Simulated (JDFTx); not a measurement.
**Run report: AlNi$_{3}$, geometry relaxation (part 2 of 2)**

AlNi$_{3}$ (Pm-3m, 4 atoms in the cell); Kohn-Sham DFT of a periodic cell, PBEsol, PseudoDojo-SR-PBEsol-0.4.1-standard, spin-polarised (JDFTx 1.7.0 (patched build)); cutoff 1333.36 eV, 3×3×3 k-mesh, fermi-dirac of 0.05 eV, collinear spins. The structure derives from a Materials Project entry. The settings are looser than a standard set-up, so the numbers are not reference values.

Geometry of the input (Å; fractional positions):
```
3.5231  0.0000  0.0000
0.0000  3.5231  0.0000
0.0000  0.0000  3.5231
Ni 0.5000  0.5000  0.0000
Ni 0.5000  0.0000  0.5000
Ni 0.0000  0.5000  0.5000
Al 0.0000  0.0000  0.0000
```

What the program printed, continued
```
-------------------------------------
     Etot =     -494.4037287486059427
       TS =        0.0012065194719514
-------------------------------------
        F =     -494.4049352680779066

LatticeMinimize: Iter:   1  F: -494.404935268077907  |grad|_K:  6.794e-04  alpha:  2.874e+00  linmin: -1.000e+00

#--- Lowdin population analysis ---
# oxidation-state Ni +0.390 +0.390 +0.390
# magnetic-moments Ni +0.134 +0.134 +0.134
# oxidation-state Al -0.628
# magnetic-moments Al -0.020

-------- Electronic minimization -----------
Will mix electronic density at each iteration.
	FillingsUpdate:  mu: +0.617051954  nElectrons: 57.000000  magneticMoment: [ Abs: 0.45134  Tot: +0.37322 ]
	FillingsUpdate:  mu: +0.615879978  nElectrons: 57.000000  magneticMoment: [ Abs: 0.45065  Tot: +0.37265 ]
SCF: Cycle:  0   F: -494.404936629425322   dF: -8.584e-06   |Residual|: 3.284e-04   |deigs|: 2.004e-06
	FillingsUpdate:  mu: +0.615920482  nElectrons: 57.000000  magneticMoment: [ Abs: 0.45088  Tot: +0.37257 ]
SCF: Cycle:  1   F: -494.404936775301053   dF: -1.459e-07   |Residual|: 3.561e-04   |deigs|: 3.826e-05
	FillingsUpdate:  mu: +0.615899543  nElectrons: 57.000000  magneticMoment: [ Abs: 0.45107  Tot: +0.37275 ]
SCF: Cycle:  2   F: -494.404936851779155   dF: -7.648e-08   |Residual|: 1.557e-04   |deigs|: 2.580e-05
	FillingsUpdate:  mu: +0.615894999  nElectrons: 57.000000  magneticMoment: [ Abs: 0.45136  Tot: +0.37290 ]
SCF: Cycle:  3   F: -494.404936860833516   dF: -9.054e-09   |Residual|: 9.013e-05   |deigs|: 1.347e-05
	FillingsUpdate:  mu: +0.615901051  nElectrons: 57.000000  magneticMoment: [ Abs: 0.45130  Tot: +0.37289 ]
SCF: Cycle:  4   F: -494.404936868078835   dF: -7.245e-09   |Residual|: 1.846e-05   |deigs|: 8.218e-06
	FillingsUpdate:  mu: +0.615901637  nElectrons: 57.000000  magneticMoment: [ Abs: 0.45132  Tot: +0.37293 ]
SCF: Cycle:  5   F: -494.404936868124878   dF: -4.604e-11   |Residual|: 2.352e-05   |deigs|: 1.333e-06
	FillingsUpdate:  mu: +0.615900422  nElectrons: 57.000000  magneticMoment: [ Abs: 0.45134  Tot: +0.37295 ]
SCF: Cycle:  6   F: -494.404936868580307   dF: -4.554e-10   |Residual|: 6.808e-06   |deigs|: 1.978e-06
SCF: Converged (|Delta E|<1.000000e-09 for 2 iters).

Setting wave functions to eigenvectors of Hamiltonian
# Lattice vectors:
R =
[      6.66265            0            0  ]
[            0      6.66265            0  ]
[            0            0      6.66265  ]
unit cell volume = 295.761

# Strain tensor in Cartesian coordinates:
[  0.000757132            0            0  ]
[            0  0.000757132            0  ]
[            0            0  0.000757132  ]

# Stress tensor in Cartesian coordinates [Eh/a0^3]:
[  1.33505e-06            0            0  ]
[            0  1.33505e-06            0  ]
[            0            0  1.33505e-06  ]

# Ionic positions in lattice coordinates:
ion Ni   0.500000000000000   0.500000000000000  -0.000000000000000 1
ion Ni   0.500000000000000   0.000000000000000   0.500000000000000 1
ion Ni  -0.000000000000000   0.500000000000000   0.500000000000000 1
ion Al  -0.000000000000000   0.000000000000000  -0.000000000000000 1

# Forces in Cartesian coordinates:
force Ni   0.000000000000000  -0.000000000000000   0.000000000000000 1
force Ni   0.000000000000000  -0.000000000000000  -0.000000000000000 1
force Ni   0.000000000000000   0.000000000000000   0.000000000000000 1
force Al   0.000000000000000   0.000000000000000  -0.000000000000000 1

# Energy components:
   Eewald =     -308.0266957115063065
       EH =      167.3025939529246386
     Eloc =     -458.2001060857500647
      Enl =      -79.1860100789995727
      Exc =      -64.8900516304291557
 Exc_core =       10.9295523203206031
       KE =      237.6669852651630777
-------------------------------------
     Etot =     -494.4037319682767588
       TS =        0.0012049003035712
-------------------------------------
        F =     -494.4049368685803074

LatticeMinimize: Iter:   2  F: -494.404936868580307  |grad|_K:  1.027e-04  alpha:  1.000e+00  linmin:  1.000e+00

#--- Lowdin population analysis ---
# oxidation-state Ni +0.390 +0.390 +0.390
# magnetic-moments Ni +0.134 +0.134 +0.134
# oxidation-state Al -0.628
# magnetic-moments Al -0.020

-------- Electronic minimization -----------
Will mix electronic density at each iteration.
	FillingsUpdate:  mu: +0.615900422  nElectrons: 57.000000  magneticMoment: [ Abs: 0.45126  Tot: +0.37289 ]
	FillingsUpdate:  mu: +0.616046163  nElectrons: 57.000000  magneticMoment: [ Abs: 0.45135  Tot: +0.37296 ]
SCF: Cycle:  0   F: -494.404936916755730   dF: -1.352e-07   |Residual|: 3.078e-05   |deigs|: 4.524e-07
	FillingsUpdate:  mu: +0.616043396  nElectrons: 57.000000  magneticMoment: [ Abs: 0.45131  Tot: +0.37295 ]
SCF: Cycle:  1   F: -494.404936920787861   dF: -4.032e-09   |Residual|: 4.095e-05   |deigs|: 2.450e-06
	FillingsUpdate:  mu: +0.616044484  nElectrons: 57.000000  magneticMoment: [ Abs: 0.45130  Tot: +0.37294 ]
SCF: Cycle:  2   F: -494.404936921651256   dF: -8.634e-10   |Residual|: 3.344e-05   |deigs|: 1.419e-06
	FillingsUpdate:  mu: +0.616046751  nElectrons: 57.000000  magneticMoment: [ Abs: 0.45127  Tot: +0.37293 ]
SCF: Cycle:  3   F: -494.404936921880562   dF: -2.293e-10   |Residual|: 2.048e-05   |deigs|: 3.986e-06
SCF: Converged (|Delta E|<1.000000e-09 for 2 iters).

Setting wave functions to eigenvectors of Hamiltonian
# Lattice vectors:
R =
[      6.66222            0            0  ]
[            0      6.66222            0  ]
[            0            0      6.66222  ]
unit cell volume = 295.704

# Strain tensor in Cartesian coordinates:
[  0.000693351            0            0  ]
[            0  0.000693351            0  ]
[            0            0  0.000693351  ]

# Stress tensor in Cartesian coordinates [Eh/a0^3]:
[ -9.55815e-07            0            0  ]
[            0 -9.55815e-07            0  ]
[            0            0 -9.55815e-07  ]

# Ionic positions in lattice coordinates:
ion Ni   0.500000000000000   0.500000000000000  -0.000000000000000 1
ion Ni   0.500000000000000  -0.000000000000000   0.500000000000000 1
ion Ni   0.000000000000000   0.500000000000000   0.500000000000000 1
ion Al  -0.000000000000000  -0.000000000000000  -0.000000000000000 1

# Forces in Cartesian coordinates:
force Ni   0.000000000000000   0.000000000000000  -0.000000000000000 1
force Ni   0.000000000000000  -0.000000000000000  -0.000000000000000 1
force Ni   0.000000000000000  -0.000000000000000  -0.000000000000000 1
force Al  -0.000000000000000  -0.000000000000000   0.000000000000000 1

# Energy components:
   Eewald =     -308.0463281449897295
       EH =      167.2899805040000842
     Eloc =     -458.1680255907792230
      Enl =      -79.1856118876409880
      Exc =      -64.8902737933892695
 Exc_core =       10.9295522936367853
       KE =      237.6669748927930641
-------------------------------------
     Etot =     -494.4037317263693012
       TS =        0.0012051955112703
-------------------------------------
        F =     -494.4049369218805623

LatticeMinimize: Iter:   3  F: -494.404936921880562  |grad|_K:  7.353e-05  alpha:  1.000e+00  linmin:  1.000e+00

#--- Lowdin population analysis ---
# oxidation-state Ni +0.390 +0.390 +0.390
# magnetic-moments Ni +0.134 +0.134 +0.134
# oxidation-state Al -0.628
# magnetic-moments Al -0.020

-------- Electronic minimization -----------
Will mix electronic density at each iteration.
	FillingsUpdate:  mu: +0.616046751  nElectrons: 57.000000  magneticMoment: [ Abs: 0.45131  Tot: +0.37297 ]
	FillingsUpdate:  mu: +0.615978576  nElectrons: 57.000000  magneticMoment: [ Abs: 0.45128  Tot: +0.37294 ]
SCF: Cycle:  0   F: -494.404936899946733   dF: -1.425e-08   |Residual|: 8.020e-05   |deigs|: 1.802e-07
	FillingsUpdate:  mu: +0.615993718  nElectrons: 57.000000  magneticMoment: [ Abs: 0.45123  Tot: +0.37286 ]
SCF: Cycle:  1   F: -494.404936899582026   dF: +3.647e-10   |Residual|: 1.004e-04   |deigs|: 1.674e-05
	FillingsUpdate:  mu: +0.615986363  nElectrons: 57.000000  magneticMoment: [ Abs: 0.45127  Tot: +0.37291 ]
SCF: Cycle:  2   F: -494.404936909103810   dF: -9.522e-09   |Residual|: 1.671e-05   |deigs|: 8.454e-06
	FillingsUpdate:  mu: +0.615985387  nElectrons: 57.000000  magneticMoment: [ Abs: 0.45128  Tot: +0.37292 ]
SCF: Cycle:  3   F: -494.404936909248988   dF: -1.452e-10   |Residual|: 9.348e-06   |deigs|: 1.612e-06
	FillingsUpdate:  mu: +0.615985858  nElectrons: 57.000000  magneticMoment: [ Abs: 0.45128  Tot: +0.37292 ]
SCF: Cycle:  4   F: -494.404936909315779   dF: -6.679e-11   |Residual|: 5.302e-06   |deigs|: 5.807e-07
SCF: Converged (|Delta E|<1.000000e-09 for 2 iters).

Setting wave functions to eigenvectors of Hamiltonian
LatticeMinimize: 	Wolfe criterion not satisfied: alpha: 1  (E-E0)/|gdotd0|: 0.570812  gdotd/gdotd0: -1.12265 (taking cubic step)

-------- Electronic minimization -----------
Will mix electronic density at each iteration.
	FillingsUpdate:  mu: +0.615985858  nElectrons: 57.000000  magneticMoment: [ Abs: 0.45126  Tot: +0.37290 ]
	FillingsUpdate:  mu: +0.616034206  nElectrons: 57.000000  magneticMoment: [ Abs: 0.45128  Tot: +0.37292 ]
SCF: Cycle:  0   F: -494.404936918995702   dF: -1.267e-08   |Residual|: 2.317e-05   |deigs|: 1.130e-07
	FillingsUpdate:  mu: +0.616029616  nElectrons: 57.000000  magneticMoment: [ Abs: 0.45129  Tot: +0.37294 ]
SCF: Cycle:  1   F: -494.404936919313116   dF: -3.174e-10   |Residual|: 3.668e-05   |deigs|: 4.983e-06
	FillingsUpdate:  mu: +0.616031765  nElectrons: 57.000000  magneticMoment: [ Abs: 0.45128  Tot: +0.37293 ]
SCF: Cycle:  2   F: -494.404936920365287   dF: -1.052e-09   |Residual|: 1.428e-05   |deigs|: 2.520e-06
	FillingsUpdate:  mu: +0.616031975  nElectrons: 57.000000  magneticMoment: [ Abs: 0.45128  Tot: +0.37293 ]
SCF: Cycle:  3   F: -494.404936920437422   dF: -7.213e-11   |Residual|: 9.801e-06   |deigs|: 3.534e-07
	FillingsUpdate:  mu: +0.616032338  nElectrons: 57.000000  magneticMoment: [ Abs: 0.45127  Tot: +0.37293 ]
SCF: Cycle:  4   F: -494.404936920482726   dF: -4.530e-11   |Residual|: 2.062e-06   |deigs|: 7.267e-07
SCF: Converged (|Delta E|<1.000000e-09 for 2 iters).

Setting wave functions to eigenvectors of Hamiltonian
LatticeMinimize: 	Wolfe criterion not satisfied: alpha: 0.222207  (E-E0)/|gdotd0|: 0.063503  gdotd/gdotd0: -0.324936 (taking cubic step)

-------- Electronic minimization -----------
Will mix electronic density at each iteration.
	FillingsUpdate:  mu: +0.616032338  nElectrons: 57.000000  magneticMoment: [ Abs: 0.45127  Tot: +0.37292 ]
	FillingsUpdate:  mu: +0.616041936  nElectrons: 57.000000  magneticMoment: [ Abs: 0.45127  Tot: +0.37293 ]
SCF: Cycle:  0   F: -494.404936921273531   dF: -2.052e-11   |Residual|: 2.545e-06   |deigs|: 1.018e-07
	FillingsUpdate:  mu: +0.616042206  nElectrons: 57.000000  magneticMoment: [ Abs: 0.45127  Tot: +0.37292 ]
SCF: Cycle:  1   F: -494.404936921911997   dF: -6.385e-10   |Residual|: 2.906e-06   |deigs|: 3.714e-07
SCF: Converged (|Delta E|<1.000000e-09 for 2 iters).

Setting wave functions to eigenvectors of Hamiltonian
# Lattice vectors:
R =
[      6.66223            0            0  ]
[            0      6.66223            0  ]
[            0            0      6.66223  ]
unit cell volume = 295.706

# Strain tensor in Cartesian coordinates:
[  0.000694736            0            0  ]
[            0  0.000694736            0  ]
[            0            0  0.000694736  ]

# Stress tensor in Cartesian coordinates [Eh/a0^3]:
[  3.16645e-07            0            0  ]
[            0  3.16645e-07            0  ]
[            0            0  3.16645e-07  ]

# Ionic positions in lattice coordinates:
ion Ni   0.500000000000000   0.500000000000000  -0.000000000000000 1
ion Ni   0.500000000000000  -0.000000000000000   0.500000000000000 1
ion Ni   0.000000000000000   0.500000000000000   0.500000000000000 1
ion Al  -0.000000000000000  -0.000000000000000  -0.000000000000000 1

# Forces in Cartesian coordinates:
force Ni  -0.000000000000000   0.000000000000000   0.000000000000000 1
force Ni  -0.000000000000000   0.000000000000000   0.000000000000000 1
force Ni   0.000000000000000  -0.000000000000000   0.000000000000000 1
force Al  -0.000000000000000  -0.000000000000000   0.000000000000000 1

# Energy components:
   Eewald =     -308.0459019153696545
       EH =      167.2907141739614758
     Eloc =     -458.1693738365901254
      Enl =      -79.1857949576839530
      Exc =      -64.8903249687741095
 Exc_core =       10.9295522942184142
       KE =      237.6673973512077680
-------------------------------------
     Etot =     -494.4037318590300174
       TS =        0.0012050628819933
-------------------------------------
        F =     -494.4049369219119967

LatticeMinimize: Iter:   4  F: -494.404936921911997  |grad|_K:  2.436e-05  alpha:  5.332e-02  linmin:  1.000e+00
LatticeMinimize: Converged (|Delta F|<1.000000e-06 for 2 iters).

#--- Lowdin population analysis ---
# oxidation-state Ni +0.390 +0.390 +0.390
# magnetic-moments Ni +0.134 +0.134 +0.134
# oxidation-state Al -0.628
# magnetic-moments Al -0.020

Dumping 'run.eigStats' ...
	eMin: -3.166044 at state 0 ( [ +0.000000 +0.000000 +0.000000 ] spin 1 )
	HOMO: +0.613971 at state 7 ( [ +0.333333 +0.333333 +0.333333 ] spin -1 )
	mu  : +0.616042
	LUMO: +0.618442 at state 3 ( [ +0.333333 +0.333333 +0.333333 ] spin 1 )
	eMax: +1.272962 at state 7 ( [ +0.333333 +0.333333 +0.333333 ] spin -1 )
	HOMO-LUMO gap: +0.004471
	Optical gap  : +0.005843 at state 7 ( [ +0.333333 +0.333333 +0.333333 ] spin -1 )
Done!
```

Trajectory as extended XYZ (Å, eV, eV/Å), 5 frames, from step=0 to step=4
```
4
Lattice="3.5231 0.0000 0.0000 0.0000 3.5231 0.0000 0.0000 0.0000 3.5231" Properties=species:S:1:pos:R:3:forces:R:3 step=0 energy=-13453.44359
Ni    1.7615    1.7615    0.0000    0.0000   0.0000   0.0000
Ni    1.7615    0.0000    1.7615    0.0000   0.0000   0.0000
Ni    0.0000    1.7615    1.7615    0.0000   0.0000   0.0000
Al    0.0000    0.0000    0.0000    0.0000   0.0000   0.0000
4
Lattice="3.5239 0.0000 0.0000 0.0000 3.5239 0.0000 0.0000 0.0000 3.5239" Properties=species:S:1:pos:R:3:forces:R:3 step=1 energy=-13453.44366
Ni    1.7620    1.7620    0.0000    0.0000   0.0000   0.0000
Ni    1.7620    0.0000    1.7620    0.0000   0.0000   0.0000
Ni    0.0000    1.7620    1.7620    0.0000   0.0000   0.0000
Al    0.0000    0.0000    0.0000    0.0000   0.0000   0.0000
4
Lattice="3.5257 0.0000 0.0000 0.0000 3.5257 0.0000 0.0000 0.0000 3.5257" Properties=species:S:1:pos:R:3:forces:R:3 step=2 energy=-13453.44370
Ni    1.7629    1.7629    0.0000    0.0000   0.0000   0.0000
Ni    1.7629    0.0000    1.7629    0.0000   0.0000   0.0000
Ni    0.0000    1.7629    1.7629    0.0000   0.0000   0.0000
Al    0.0000    0.0000    0.0000    0.0000   0.0000   0.0000
4
Lattice="3.5255 0.0000 0.0000 0.0000 3.5255 0.0000 0.0000 0.0000 3.5255" Properties=species:S:1:pos:R:3:forces:R:3 step=3 energy=-13453.44370
Ni    1.7627    1.7627    0.0000    0.0000   0.0000   0.0000
Ni    1.7627    0.0000    1.7627    0.0000   0.0000   0.0000
Ni    0.0000    1.7627    1.7627    0.0000   0.0000   0.0000
Al    0.0000    0.0000    0.0000    0.0000   0.0000   0.0000
4
Lattice="3.5255 0.0000 0.0000 0.0000 3.5255 0.0000 0.0000 0.0000 3.5255" Properties=species:S:1:pos:R:3:forces:R:3 step=4 energy=-13453.44370
Ni    1.7628    1.7628    0.0000    0.0000   0.0000   0.0000
Ni    1.7628    0.0000    1.7628    0.0000   0.0000   0.0000
Ni    0.0000    1.7628    1.7628    0.0000   0.0000   0.0000
Al    0.0000    0.0000    0.0000    0.0000   0.0000   0.0000
```

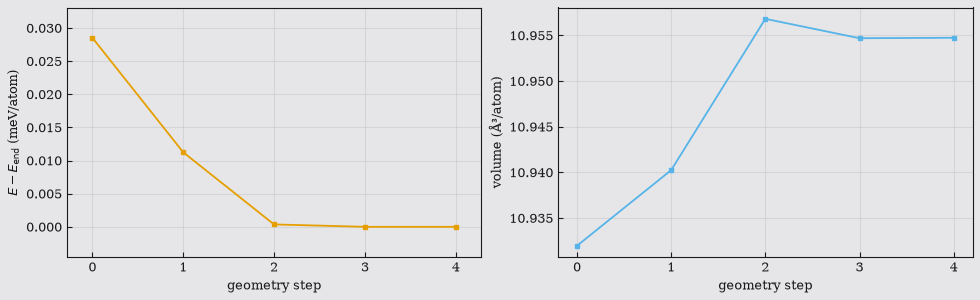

Figure 1. Progress of the relaxation, step by step (steps are counted from 0). Over 4 geometry steps the energy falls by next to nothing (0.0 meV per atom). All forces vanish by symmetry, so only the cell relaxes. No atom moves by more than 0.005 Å relative to the cell. Cell: a = b = c 3.523 → 3.526 Å (+0.1 %). Volume +0.2 %. The space group stays Pm-3m (No. 221).
